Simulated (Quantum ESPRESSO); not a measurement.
**Tc: 7 runs along one coordinate**

System: Tc (P6₃/mmc, 2 atoms in the cell).
Method: Kohn-Sham DFT of a periodic cell, PBE, SSSP 1.3 efficiency PBE, no spin polarisation (Quantum ESPRESSO 7.5).

The 7 runs differ only in the geometry, by an even scaling of the cell at fixed fractional positions. The structure derives from an entry of the Crystallography Open Database.

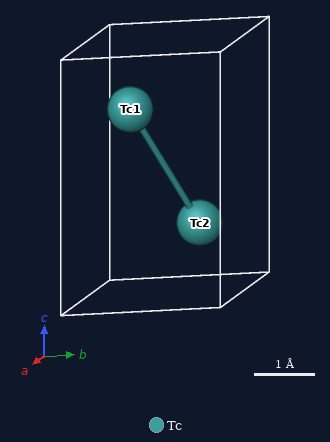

Figure 1. The structure of run 4 (ball-and-stick view of the cell of the calculation, seen slightly off an axis; atoms are numbered from 1 in the order of the input).

## Input of run 4
```
&CONTROL
  calculation = 'scf'
  prefix = 'pwscf'
  outdir = './tmp'
  pseudo_dir = './pseudo'
  tprnfor = .true.
  tstress = .true.
  disk_io = 'nowf'
/
&SYSTEM
  ibrav = 0
  nat = 2
  ntyp = 1
  ecutwfc = 60
  nbnd = 22
  occupations = 'smearing'
  smearing = 'fd'
  degauss = 0.00367493
/
&ELECTRONS
  conv_thr = 4d-10
  electron_maxstep = 120
  mixing_beta = 0.5
/
ATOMIC_SPECIES
Tc    97.9072 Tc_ONCV_PBE-1.0.oncvpsp.upf
CELL_PARAMETERS angstrom
   2.7400000000    0.0000000000    0.0000000000
  -1.3700000000    2.3729096064    0.0000000000
   0.0000000000    0.0000000000    4.3980000000
ATOMIC_POSITIONS crystal
Tc     0.6666666667    0.3333333333    0.7500000000
Tc     0.3333333333    0.6666666667    0.2500000000
K_POINTS automatic
11 11 6 0 0 0
```

Command:
```bash
OMP_NUM_THREADS=1 pw.x -in pw.in > pw.out
```

Run 3 differs from it as follows:
```diff
-   2.7400000000    0.0000000000    0.0000000000
-  -1.3700000000    2.3729096064    0.0000000000
-   0.0000000000    0.0000000000    4.3980000000
+   2.7216101842    0.0000000000    0.0000000000
+  -1.3608050921    2.3569835587    0.0000000000
+   0.0000000000    0.0000000000    4.3684823321
```

## Results, with one run withheld

| run | volume per atom (Å³) | free energy per atom, from the lowest run given (meV) | pressure (GPa) |
| --- | --- | --- | --- |
| 1 | 13.440 | 71.85 | 24.88 |
| 2 | 13.726 | 34.58 | 16.74 |
| 3 | 14.011 | ? | ? |
| 4 | 14.297 | 0.00 | 2.86 |
| 5 | 14.583 | 0.04 | −3.04 |
| 6 | 14.869 | 10.08 | −8.34 |
| 7 | 15.155 | 29.08 | −13.09 |

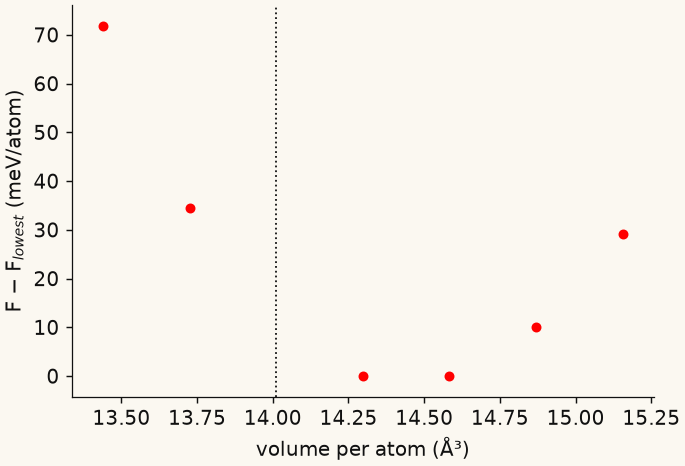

Figure 2. Free energy per atom of the runs given; the dotted line marks run 3.

What should run 3 give?

A cubic polynomial in V^(−2/3) (the Birch–Murnaghan form), fitted to the 6 runs given, misses them by at most 0.02 meV per atom. With x = V^(−2/3) − 0.16955 Å⁻², it reads F = −0.43025 + 1915.5 x + 1.0674e+06 x² + 1.2548e+06 x³ (meV per atom). At run 3 it gives 11.14 meV per atom, and the run itself gives 11.09. The slope of the fit gives a pressure −dF/dV of 9.58 GPa there, and the run prints 9.43 GPa. The two needn't agree exactly: the fit is approximate, and the printed stress is taken on a finite basis. The fit has its minimum at 14.438 Å³ per atom, where V d²F/dV² gives 299 GPa. Cell shape and fractional positions are held, so this is the stiffness under even scaling; the relaxed bulk modulus wasn't computed.

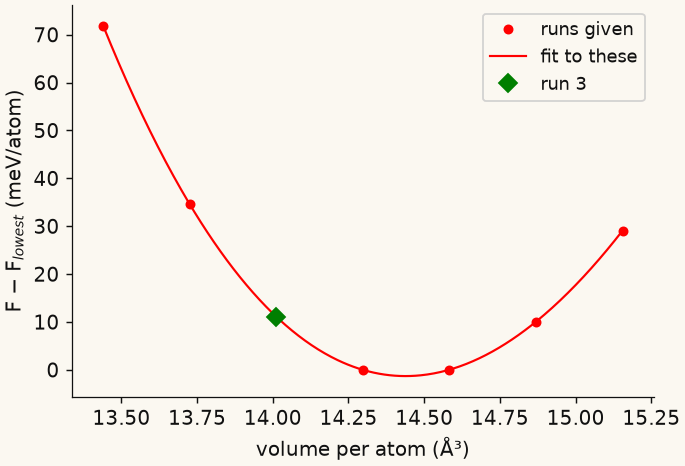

Figure 3. The fit and the withheld run.

## Some lines of the output (run 3)
```
[...]
     unit-cell volume          =     189.1079 (a.u.)^3
     number of k points=    64  Fermi-Dirac smearing, width (Ry)=  0.0037
     total energy              =    -322.49883168 Ry
     total energy              =    -322.50708019 Ry
     total energy              =    -322.50718288 Ry
     total energy              =    -322.50719086 Ry
     total energy              =    -322.50719200 Ry
     total energy              =    -322.50719208 Ry
     the Fermi energy is    23.2793 ev
!    total energy              =    -322.50719208 Ry
     The total energy is F=E-TS. E is the sum of the following terms:
     Computing stress (Cartesian axis) and pressure
          total   stress  (Ry/bohr**3)                   (kbar)     P=       94.29
```
